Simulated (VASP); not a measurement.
# Energy of Pb along an even scaling of the cell

System: Pb (Im-3m, 1 atom in the cell).
Method: Kohn-Sham DFT of a periodic cell, PBEsol, VASP PAW PBE potentials, recommended, no spin polarisation (VASP 6.6.1).

The 7 runs differ only in the geometry, by an even scaling of the cell at fixed fractional positions. The structure derives from a Materials Project entry.

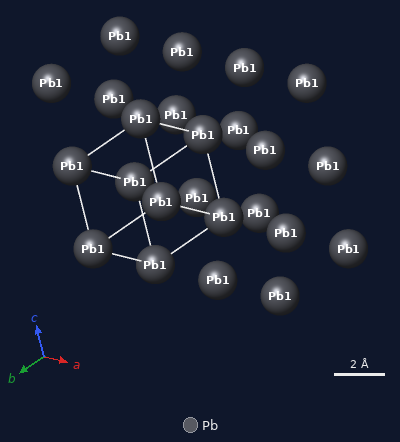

Figure 1. The structure of run 4 (spheres-only view of the cell of the calculation, repeated 3 × 1 × 2, seen at an oblique angle; atoms are numbered from 1 in the order of the input).

### INCAR of run 4
```
SYSTEM = Pb
PREC = Accurate
ENCUT = 520
EDIFF = 1E-7
ISMEAR = -1
SIGMA = 0.05
LREAL = .FALSE.
LASPH = .TRUE.
NELM = 100
ALGO = Normal
ISIF = 2
LWAVE = .FALSE.
LCHARG = .TRUE.
GGA = PS
LELF = .TRUE.
LVHAR = .TRUE.
NBANDS = 13
```

### KPOINTS of run 4
```
regular mesh
0
G
  9 9 9
  0 0 0
```

### POSCAR of run 4
```
Pb
1.0
   -1.9796595667      1.9796595667      1.9796595667
    1.9796595667     -1.9796595667      1.9796595667
    1.9796595667      1.9796595667     -1.9796595667
Pb
1
Direct
    0.0000000000      0.0000000000      0.0000000000
```

Command:
```bash
cat potpaw_PBE.64/Pb_d/POTCAR > POTCAR
mpirun -np 1 vasp_std > vasp.out
```

Lattice vectors (Å) and fractional positions of run 4:
```
  -1.979660    1.979660    1.979660
   1.979660   -1.979660    1.979660
   1.979660    1.979660   -1.979660
Pb  0.000000  0.000000  0.000000
```

Run 3 has the same physical settings and fractional positions; its lattice vectors (Å) are:
```
  -1.966373    1.966373    1.966373
   1.966373   -1.966373    1.966373
   1.966373    1.966373   -1.966373
```

### Results, with one run withheld

| run | volume per atom (Å³) | free energy per atom, from the lowest run given (meV) | pressure (GPa) |
| --- | --- | --- | --- |
| 1 | 29.172 | 1.18 | 0.74 |
| 2 | 29.792 | 0.00 | −0.31 |
| 3 | 30.413 | ? | ? |
| 4 | 31.034 | 8.63 | −2.03 |
| 5 | 31.654 | 17.50 | −2.72 |
| 6 | 32.275 | 28.84 | −3.31 |
| 7 | 32.896 | 42.33 | −3.82 |

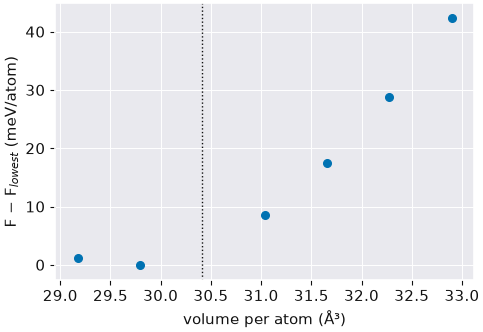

Figure 2. Free energy per atom of the runs given; the dotted line marks run 3.

Estimate the energy of run 3 from the others.

A cubic polynomial in V^(−2/3) (the Birch–Murnaghan form), fitted to the 6 runs given, misses them by at most 0.01 meV per atom. With x = V^(−2/3) − 0.10114 Å⁻², it reads F = 9.3227 − 5757.6 x + 8.5349e+05 x² + 8.2409e+06 x³ (meV per atom). At run 3 it gives 2.65 meV per atom, and the run itself gives 2.65. The slope of the fit gives a pressure −dF/dV of −1.14 GPa there, and the run prints −1.22 GPa. The two needn't agree exactly: the fit is approximate, and the printed stress is taken on a finite basis. The fit has its minimum at 29.661 Å³ per atom, where V d²F/dV² gives 48.8 GPa: the bulk modulus at this level, since symmetry fixes the shape and the positions.

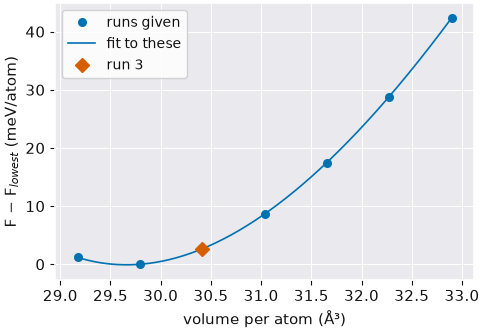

Figure 3. The fit and the withheld run.

### OSZICAR and lines of OUTCAR (run 3)
```
N       E                     dE             d eps       ncg     rms          rms(c)
DAV:   1     0.101568289972E+03    0.10157E+03   -0.71344E+03   925   0.123E+03
DAV:   2     0.786152752748E+00   -0.10078E+03   -0.97927E+02   950   0.299E+02
DAV:   3    -0.385423097945E+01   -0.46404E+01   -0.46248E+01  1134   0.699E+01
DAV:   4    -0.395960546429E+01   -0.10537E+00   -0.10535E+00  1079   0.114E+01
DAV:   5    -0.396422709135E+01   -0.46216E-02   -0.46215E-02  1217   0.220E+00    0.594E-01
DAV:   6    -0.394933865038E+01    0.14888E-01   -0.19675E-02  1140   0.247E+00    0.285E-01
DAV:   7    -0.394571384543E+01    0.36248E-02   -0.81843E-03  1168   0.147E+00    0.968E-02
DAV:   8    -0.394550537498E+01    0.20847E-03   -0.49343E-04  1350   0.372E-01    0.114E-02
DAV:   9    -0.394550281816E+01    0.25568E-05   -0.13107E-05  1173   0.665E-02    0.489E-03
DAV:  10    -0.394550298637E+01   -0.16821E-06   -0.10796E-06  1115   0.148E-02    0.174E-04
DAV:  11    -0.394550296383E+01    0.22544E-07   -0.24393E-08   670   0.156E-03
   1 F= -.39455030E+01 E0= -.39431589E+01  d E =-.468813E-02
[... from OUTCAR:]
  free energy    TOTEN  =        -3.94550296 eV
  energy without entropy =       -3.94081483  energy(sigma->0) =       -3.94315890
 E-fermi :   7.1036     XC(G=0): -10.3328     alpha+bet :-12.2133
  free  energy   TOTEN  =        -3.9455029638 eV
  energy  without entropy=       -3.9408148326  energy(sigma->0) =       -3.94315890
```

Notes: Spin–orbit coupling is left out, which matters for Pb.
